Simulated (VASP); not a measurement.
**Ir: geometry relaxation (part 2 of 3)**

The same run, continued: Ir (1 atom in the cell); Kohn-Sham DFT of a periodic cell, PBE, VASP PAW PBE potentials, recommended, no spin polarisation (VASP 6.6.1); cutoff 520 eV, 18×18×18 k-mesh, Gaussian smearing of 0.1 eV. The structure derives from an entry of the Crystallography Open Database.

Geometry of the input (Å; fractional positions):
```
0.0000  1.9156  1.9156
1.9156  0.0000  1.9156
1.9156  1.9156  0.0000
Ir 0.0000  0.0000  0.0000
```

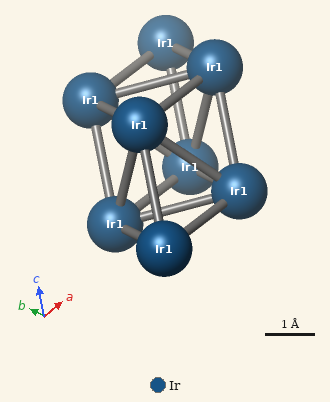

**Figure 1.** The geometry at step 2 of the log (ball-and-stick view of the cell of the calculation, seen slightly off an axis; atoms are numbered from 1 in the order of the input).

Parts of OUTCAR, continued
```
  FORCE on cell =-STRESS in cart. coord.  units (eV):
  Direction    XX          YY          ZZ          XY          YZ          ZX
  --------------------------------------------------------------------------------------
  -------------------------------------------------------------------------------------
  Total       -3.1097190     -3.1097190     -3.1097190      0.0000000     -0.0000000      0.0000000
  in kB     -304.7802754   -304.7802754   -304.7802754      0.0000000     -0.0000000      0.0000000
  external PRESSURE =    -304.7802754 kB  Pullay stress =       0.0000000 kB

 VOLUME and BASIS-vectors are now :
 -----------------------------------------------------------------------------
  energy-cutoff  :      520.00
  volume of cell :       16.35
      direct lattice vectors                 reciprocal lattice vectors
     0.000000000  2.014365577  2.014365577    -0.248217109  0.248217109  0.248217109
     2.014365577  0.000000000  2.014365577     0.248217109 -0.248217109  0.248217109
     2.014365577  2.014365577  0.000000000     0.248217109  0.248217109 -0.248217109

 POSITION                                       TOTAL-FORCE (eV/Angst)
 -----------------------------------------------------------------------------------
      2.01437      2.01437      4.02873        -0.000000     -0.000000     -0.000000
 -----------------------------------------------------------------------------------
    total drift:                               -0.000000     -0.000000      0.000000

  FREE ENERGIE OF THE ION-ELECTRON SYSTEM (eV)
  ---------------------------------------------------
  free  energy   TOTEN  =        -8.6561871309 eV

  energy  without entropy=       -8.6494492657  energy(sigma->0) =       -8.65281820

--------------------------------------- Ionic step        3  -------------------------------------------

 number of electron       9.0000000 magnetization

------------------------ aborting loop because EDIFF is reached ----------------------------------------

  FORCE on cell =-STRESS in cart. coord.  units (eV):
  Direction    XX          YY          ZZ          XY          YZ          ZX
  --------------------------------------------------------------------------------------
  -------------------------------------------------------------------------------------
  Total       -0.0619109     -0.0619109     -0.0619109      0.0000000      0.0000000      0.0000000
  in kB       -6.8211410     -6.8211410     -6.8211410      0.0000000      0.0000000      0.0000000
  external PRESSURE =      -6.8211410 kB  Pullay stress =       0.0000000 kB

 VOLUME and BASIS-vectors are now :
 -----------------------------------------------------------------------------
  energy-cutoff  :      520.00
  volume of cell :       14.54
      direct lattice vectors                 reciprocal lattice vectors
     0.000000000  1.937300277  1.937300277    -0.258091121  0.258091121  0.258091121
     1.937300277  0.000000000  1.937300277     0.258091121 -0.258091121  0.258091121
     1.937300277  1.937300277  0.000000000     0.258091121  0.258091121 -0.258091121

 POSITION                                       TOTAL-FORCE (eV/Angst)
 -----------------------------------------------------------------------------------
      0.00000      0.00000      0.00000         0.000000      0.000000     -0.000000
 -----------------------------------------------------------------------------------
    total drift:                                0.000000     -0.000000      0.000000

  FREE ENERGIE OF THE ION-ELECTRON SYSTEM (eV)
  ---------------------------------------------------
  free  energy   TOTEN  =        -8.8534436211 eV

  energy  without entropy=       -8.8480492179  energy(sigma->0) =       -8.85074642

--------------------------------------- Ionic step        4  -------------------------------------------

 number of electron       9.0000000 magnetization

------------------------ aborting loop because EDIFF is reached ----------------------------------------

  FORCE on cell =-STRESS in cart. coord.  units (eV):
  Direction    XX          YY          ZZ          XY          YZ          ZX
  --------------------------------------------------------------------------------------
  -------------------------------------------------------------------------------------
  Total        0.0035346      0.0035346      0.0035346      0.0000000     -0.0000000      0.0000000
  in kB        0.3901449      0.3901449      0.3901449      0.0000000     -0.0000000      0.0000000
  external PRESSURE =       0.3901449 kB  Pullay stress =       0.0000000 kB

 VOLUME and BASIS-vectors are now :
 -----------------------------------------------------------------------------
  energy-cutoff  :      520.00
  volume of cell :       14.52
      direct lattice vectors                 reciprocal lattice vectors
     0.000000000  1.936112031  1.936112031    -0.258249519  0.258249519  0.258249519
     1.936112031  0.000000000  1.936112031     0.258249519 -0.258249519  0.258249519
     1.936112031  1.936112031  0.000000000     0.258249519  0.258249519 -0.258249519

 POSITION                                       TOTAL-FORCE (eV/Angst)
 -----------------------------------------------------------------------------------
      0.00000      0.00000      0.00000        -0.000000      0.000000     -0.000000
 -----------------------------------------------------------------------------------
    total drift:                                0.000000      0.000000     -0.000000

  FREE ENERGIE OF THE ION-ELECTRON SYSTEM (eV)
  ---------------------------------------------------
  free  energy   TOTEN  =        -8.8534940499 eV

  energy  without entropy=       -8.8481188772  energy(sigma->0) =       -8.85080646

--------------------------------------- Ionic step        5  -------------------------------------------

 number of electron       9.0000000 magnetization

------------------------ aborting loop because EDIFF is reached ----------------------------------------

  FORCE on cell =-STRESS in cart. coord.  units (eV):
  Direction    XX          YY          ZZ          XY          YZ          ZX
  --------------------------------------------------------------------------------------
  -------------------------------------------------------------------------------------
  Total       -0.0187929     -0.0187929     -0.0187929      0.0000000     -0.0000000     -0.0000000
  in kB       -2.0730414     -2.0730414     -2.0730414      0.0000000     -0.0000000     -0.0000000
  external PRESSURE =      -2.0730414 kB  Pullay stress =       0.0000000 kB

 VOLUME and BASIS-vectors are now :
 -----------------------------------------------------------------------------
  energy-cutoff  :      520.00
  volume of cell :       14.52
      direct lattice vectors                 reciprocal lattice vectors
     0.000000000  1.936522272  1.936522272    -0.258194810  0.258194810  0.258194810
     1.936522272  0.000000000  1.936522272     0.258194810 -0.258194810  0.258194810
     1.936522272  1.936522272  0.000000000     0.258194810  0.258194810 -0.258194810

 POSITION                                       TOTAL-FORCE (eV/Angst)
 -----------------------------------------------------------------------------------
      0.00000      0.00000      0.00000         0.000000      0.000000      0.000000
 -----------------------------------------------------------------------------------
    total drift:                               -0.000000      0.000000      0.000000

  FREE ENERGIE OF THE ION-ELECTRON SYSTEM (eV)
  ---------------------------------------------------
  free  energy   TOTEN  =        -8.8534887200 eV

  energy  without entropy=       -8.8481069554  energy(sigma->0) =       -8.85079784

--------------------------------------- Ionic step        6  -------------------------------------------

 number of electron       9.0000000 magnetization

 E-fermi :  10.0245     XC(G=0): -13.8454     alpha+bet :-15.3287

 val. band max:       10.0217732352   @ k =   0.5000   0.2222   0.1111
 cond. band min:      10.0289669449   @ k =   0.3333   0.1111   0.0556
 fundamental gap:      0.0071937097
 Fermi energy:        10.0245205913

 k-point     1 :       0.0000    0.0000    0.0000
  band No.  band energies     occupation
      1      -0.8684      2.00000
      2       6.2483      2.00000
      3       6.2483      2.00000
      4       6.2483      2.00000
      5       8.8359      2.00000
      6       8.8359      2.00000
      7      24.3645      0.00000
      8      29.8081      0.00000

 k-point     2 :       0.0556    0.0000    0.0000
  band No.  band energies     occupation
      1      -0.7343      2.00000
      2       6.1774      2.00000
      3       6.3063      2.00000
      4       6.3063      2.00000
      5       8.7987      2.00000
      6       8.7987      2.00000
      7      24.5941      0.00000
      8      29.0699      0.00000

 k-point     3 :       0.1111    0.0000    0.0000
  band No.  band energies     occupation
      1      -0.3452      2.00000
      2       5.9951      2.00000
      3       6.4583      2.00000
      4       6.4583      2.00000
      5       8.7181      2.00000
      6       8.7181      2.00000
      7      25.2244      0.00000
      8      27.6196      0.00000

 k-point     4 :       0.1667    0.0000    0.0000
  band No.  band energies     occupation
      1       0.2526      2.00000
      2       5.7876      2.00000
      3       6.6290      2.00000
      4       6.6290      2.00000
      5       8.6886      2.00000
      6       8.6886      2.00000
      7      25.9005      0.00000
      8      26.2198      0.00000

 k-point     5 :       0.2222    0.0000    0.0000
  band No.  band energies     occupation
      1       0.9595      2.00000
      2       5.6948      2.00000
      3       6.7002      2.00000
      4       6.7002      2.00000
      5       8.8455      2.00000
      6       8.8455      2.00000
      7      24.4695      0.00000
      8      26.6669      0.00000

 [... the levels of 18 k-points are left out ...]

 k-point    24 :      -0.2222    0.0556    0.0000
  band No.  band energies     occupation
      1       1.3044      2.00000
      2       5.6032      2.00000
      3       6.6899      2.00000
      4       6.7790      2.00000
      5       8.5645      2.00000
      6       9.3894      2.00000
      7      24.0506      0.00000
      8      26.8247      0.00000

 [... further k-points ...]

------------------------ aborting loop because EDIFF is reached ----------------------------------------

  FORCE on cell =-STRESS in cart. coord.  units (eV):
  Direction    XX          YY          ZZ          XY          YZ          ZX
  --------------------------------------------------------------------------------------
  -------------------------------------------------------------------------------------
  Total        0.0567525      0.0567525      0.0567525      0.0000000      0.0000000      0.0000000
  in kB        6.2747110      6.2747110      6.2747110      0.0000000      0.0000000      0.0000000
  external PRESSURE =       6.2747110 kB  Pullay stress =       0.0000000 kB

 VOLUME and BASIS-vectors are now :
 -----------------------------------------------------------------------------
  energy-cutoff  :      520.00
  volume of cell :       14.49
      direct lattice vectors                 reciprocal lattice vectors
     0.000000000  1.935043334  1.935043334    -0.258392146  0.258392146  0.258392146
     1.935043334 -0.000000000  1.935043334     0.258392146 -0.258392146  0.258392146
     1.935043334  1.935043334 -0.000000000     0.258392146  0.258392146 -0.258392146

 POSITION                                       TOTAL-FORCE (eV/Angst)
 -----------------------------------------------------------------------------------
      0.00000      0.00000      0.00000         0.000000      0.000000      0.000000
 -----------------------------------------------------------------------------------
    total drift:                                0.000000      0.000000     -0.000000

  FREE ENERGIE OF THE ION-ELECTRON SYSTEM (eV)
  ---------------------------------------------------
  free  energy   TOTEN  =        -8.8534478243 eV

  energy  without entropy=       -8.8480903840  energy(sigma->0) =       -8.85076910

--------------------------------------- Ionic step        7  -------------------------------------------

 number of electron       9.0000000 magnetization

------------------------ aborting loop because EDIFF is reached ----------------------------------------

  FORCE on cell =-STRESS in cart. coord.  units (eV):
  Direction    XX          YY          ZZ          XY          YZ          ZX
  --------------------------------------------------------------------------------------
  -------------------------------------------------------------------------------------
  Total        0.0024293      0.0024293      0.0024293      0.0000000      0.0000000      0.0000000
  in kB        0.2681393      0.2681393      0.2681393      0.0000000      0.0000000      0.0000000
  external PRESSURE =       0.2681393 kB  Pullay stress =       0.0000000 kB

 VOLUME and BASIS-vectors are now :
 -----------------------------------------------------------------------------
  energy-cutoff  :      520.00
  volume of cell :       14.52
      direct lattice vectors                 reciprocal lattice vectors
     0.000000000  1.936128429  1.936128429    -0.258247331  0.258247331  0.258247331
     1.936128429 -0.000000000  1.936128429     0.258247331 -0.258247331  0.258247331
     1.936128429  1.936128429 -0.000000000     0.258247331  0.258247331 -0.258247331

 POSITION                                       TOTAL-FORCE (eV/Angst)
 -----------------------------------------------------------------------------------
      0.00000      0.00000      0.00000        -0.000000      0.000000     -0.000000
 -----------------------------------------------------------------------------------
    total drift:                                0.000000      0.000000     -0.000000

  FREE ENERGIE OF THE ION-ELECTRON SYSTEM (eV)
  ---------------------------------------------------
  free  energy   TOTEN  =        -8.8534940827 eV

  energy  without entropy=       -8.8481188066  energy(sigma->0) =       -8.85080644

--------------------------------------- Ionic step        8  -------------------------------------------

 number of electron       9.0000000 magnetization

 Free energy of the ion-electron system (eV)
  ---------------------------------------------------
  ext. energy  EPLUGINS =         0.00000000
  ---------------------------------------------------
  free energy    TOTEN  =        -8.85349411 eV

  energy without entropy =       -8.84811802  energy(sigma->0) =       -8.85080606

 E-fermi :   9.9946     XC(G=0): -13.8350     alpha+bet :-15.3019

 val. band max:        9.9919624879   @ k =   0.5000   0.2222   0.1111
 cond. band min:       9.9989173546   @ k =   0.3333   0.1111   0.0556
 fundamental gap:      0.0069548668
 Fermi energy:         9.9945756825

 k-point     1 :       0.0000    0.0000    0.0000
  band No.  band energies     occupation
      1      -0.8794      2.00000
      2       6.2287      2.00000
      3       6.2287      2.00000
      4       6.2287      2.00000
      5       8.8090      2.00000
      6       8.8090      2.00000
      7      24.3379      0.00000
      8      29.7712      0.00000

 k-point     2 :       0.0556    0.0000    0.0000
  band No.  band energies     occupation
      1      -0.7456      2.00000
      2       6.1580      2.00000
      3       6.2866      2.00000
      4       6.2866      2.00000
      5       8.7720      2.00000
      6       8.7720      2.00000
      7      24.5669      0.00000
      8      29.0335      0.00000

 k-point     3 :       0.1111    0.0000    0.0000
  band No.  band energies     occupation
      1      -0.3572      2.00000
      2       5.9762      2.00000
      3       6.4382      2.00000
      4       6.4382      2.00000
      5       8.6917      2.00000
      6       8.6917      2.00000
      7      25.1954      0.00000
      8      27.5836      0.00000

 k-point     4 :       0.1667    0.0000    0.0000
  band No.  band energies     occupation
      1       0.2397      2.00000
      2       5.7693      2.00000
      3       6.6084      2.00000
      4       6.6084      2.00000
      5       8.6625      2.00000
      6       8.6625      2.00000
      7      25.8700      0.00000
      8      26.1820      0.00000

 k-point     5 :       0.2222    0.0000    0.0000
  band No.  band energies     occupation
      1       0.9458      2.00000
      2       5.6766      2.00000
      3       6.6795      2.00000
      4       6.6795      2.00000
      5       8.8190      2.00000
      6       8.8190      2.00000
      7      24.4330      0.00000
      8      26.6294      0.00000

 [... the levels of 18 k-points are left out ...]

 k-point    24 :      -0.2222    0.0556    0.0000
  band No.  band energies     occupation
      1       1.2904      2.00000
      2       5.5851      2.00000
      3       6.6693      2.00000
      4       6.7581      2.00000
      5       8.5388      2.00000
      6       9.3612      2.00000
      7      24.0123      0.00000
      8      26.7860      0.00000

 [... further k-points ...]

------------------------ aborting loop because EDIFF is reached ----------------------------------------

  FORCE on cell =-STRESS in cart. coord.  units (eV):
  Direction    XX          YY          ZZ          XY          YZ          ZX
  --------------------------------------------------------------------------------------
  -------------------------------------------------------------------------------------
  Total       -0.0001301     -0.0001301     -0.0001301      0.0000000      0.0000000      0.0000000
  in kB       -0.0143545     -0.0143545     -0.0143545      0.0000000      0.0000000      0.0000000
  external PRESSURE =      -0.0143545 kB  Pullay stress =       0.0000000 kB

 VOLUME and BASIS-vectors are now :
 -----------------------------------------------------------------------------
  energy-cutoff  :      520.00
  volume of cell :       14.52
      direct lattice vectors                 reciprocal lattice vectors
     0.000000000  1.936173512  1.936173512    -0.258241318  0.258241318  0.258241318
     1.936173512  0.000000000  1.936173512     0.258241318 -0.258241318  0.258241318
     1.936173512  1.936173512  0.000000000     0.258241318  0.258241318 -0.258241318

 POSITION                                       TOTAL-FORCE (eV/Angst)
 -----------------------------------------------------------------------------------
      0.00000      0.00000      0.00000         0.000000      0.000000     -0.000000
 -----------------------------------------------------------------------------------
    total drift:                                0.000000      0.000000     -0.000000

  FREE ENERGIE OF THE ION-ELECTRON SYSTEM (eV)
  ---------------------------------------------------
  free  energy   TOTEN  =        -8.8534941122 eV

  energy  without entropy=       -8.8481180157  energy(sigma->0) =       -8.85080606

 reached required accuracy - stopping structural energy minimisation
```

CONTCAR
```
Ir
   1.00000000000000
     0.0000000000000000    1.9361735123316350    1.9361735123316350
     1.9361735123316350    0.0000000000000000    1.9361735123316350
     1.9361735123316350    1.9361735123316350    0.0000000000000000
  Ir
     1
Direct
     0.0000000000000000    0.0000000000000000    0.0000000000000000

  0.00000000E+00  0.00000000E+00  0.00000000E+00
```

Trajectory as extended XYZ (Å, eV, eV/Å), 8 frames, from step=0 to step=7
```
1
Lattice="0.0000 1.9156 1.9156 1.9156 0.0000 1.9156 1.9156 1.9156 0.0000" Properties=species:S:1:pos:R:3:forces:R:3 step=0 energy=-8.83669
Ir    0.0000    0.0000    0.0000    0.0000   0.0000   0.0000
1
Lattice="0.0000 2.0144 2.0144 2.0144 0.0000 2.0144 2.0144 2.0144 0.0000" Properties=species:S:1:pos:R:3:forces:R:3 step=1 energy=-8.65619
Ir    2.0144    2.0144    4.0287    0.0000   0.0000   0.0000
1
Lattice="0.0000 1.9373 1.9373 1.9373 0.0000 1.9373 1.9373 1.9373 0.0000" Properties=species:S:1:pos:R:3:forces:R:3 step=2 energy=-8.85344
Ir    0.0000    0.0000    0.0000    0.0000   0.0000   0.0000
1
Lattice="0.0000 1.9361 1.9361 1.9361 0.0000 1.9361 1.9361 1.9361 0.0000" Properties=species:S:1:pos:R:3:forces:R:3 step=3 energy=-8.85349
Ir    0.0000    0.0000    0.0000    0.0000   0.0000   0.0000
1
Lattice="0.0000 1.9365 1.9365 1.9365 0.0000 1.9365 1.9365 1.9365 0.0000" Properties=species:S:1:pos:R:3:forces:R:3 step=4 energy=-8.85349
Ir    0.0000    0.0000    0.0000    0.0000   0.0000   0.0000
```
